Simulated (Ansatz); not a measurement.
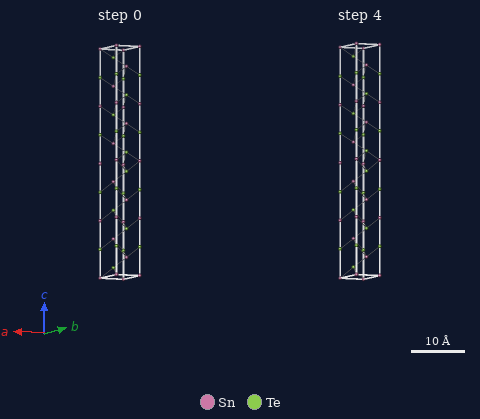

The structure of an interface cell of composition SnTe before (left) and after (right) a relaxation, at one scale.

A ball-and-stick model of the cell of the calculation, seen from a free direction.

Case: symmetric tilt boundary Sigma 3 (1 1 1), mirror on a plane, shift [0, 0].

Method: DFT PBE, scalar-relativistic, plane waves, PAW in Ansatz 0.2.0. (plane-wave cutoff 420 eV; k-point mesh 12 × 12 × 1; occupations gaussian; smearing width 0.05 eV; no spin polarisation; cell relaxed at fixed a, b, alpha, beta, gamma; force threshold 0.02 eV/Å; at most 60 steps)

Question: What changed between the two?

Answer: Over 3 accepted moves (4 points after the start) the energy falls by 0.108 eV per cell of the calculation. The largest force component goes from 0.43 to 0.0036 eV/Å. The pressure goes from 0.15 to −0.23 GPa. At 1 point the geometry stayed and the basis and grid were re-selected for the new cell (energy shift of 1.0 meV per cell of the calculation at most each time). The largest moves relative to the cell, 0.10 Å, are those of Te atoms. By element the largest moves are Te 0.10 Å, Sn 0.08 Å. The drawn cell changes as follows: a = b unchanged at 4.535 Å, c 44.430 → 44.781 Å (+0.8 %); the volume changes by +0.8 %. Near-neighbour distances that change, for instance: Sn–Te 3.206 → 3.276 Å. Bond angles that change, for instance: Te–Sn–Te 70.5° → 73.9°, Te–Sn–Te 90.0° → 87.6°, Sn–Te–Sn 90.0° → 87.6°. Cost: 15 min on 2 threads of Arm Neoverse V2, on a shared host, peak memory 3.2 GiB.
